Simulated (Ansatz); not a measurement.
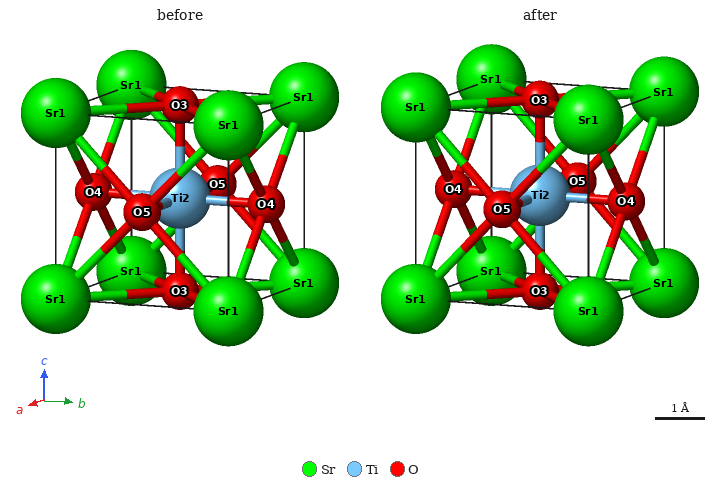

Left: solid SrTiO$_{3}$ (built on the cubic perovskite type) at its r2SCAN-relaxed geometry. Right: the same structure after one change, at the same scale. The picture is a ball-and-stick view of the cell of the calculation, seen slightly off an axis.

Level of theory: DFT, r2SCAN, plane waves, PAW (Ansatz). Set-up: plane-wave cutoff 500 eV; k-point mesh 6 × 6 × 6; occupations fixed; no spin polarisation.

Question: Which change leads from the left to the right?

Answer: The cell is strained by +3.0 % along c and none across it (volume +3.0 %). The atoms were relaxed with r2SCAN under that strain, and this is a single point on that geometry.

Question: How do the computed properties respond?

Answer: Energy change: +10.6 meV per atom. Pressure: 0.0 GPa before, −5.0 GPa after. The principal stresses (compression positive) are −9.0 GPa along c and −3.0 GPa across it. All forces vanish by symmetry. The band gap: 2.26 eV before, 2.14 eV after. Among the bonded contacts that change: O–Ti 1.953 → 1.953 to 2.012 Å, O–Sr 2.763 → 2.763 to 2.804 Å. The space group (tolerance 0.01 Å) goes from Pm-3m (No. 221) to P4/mmm (No. 123).
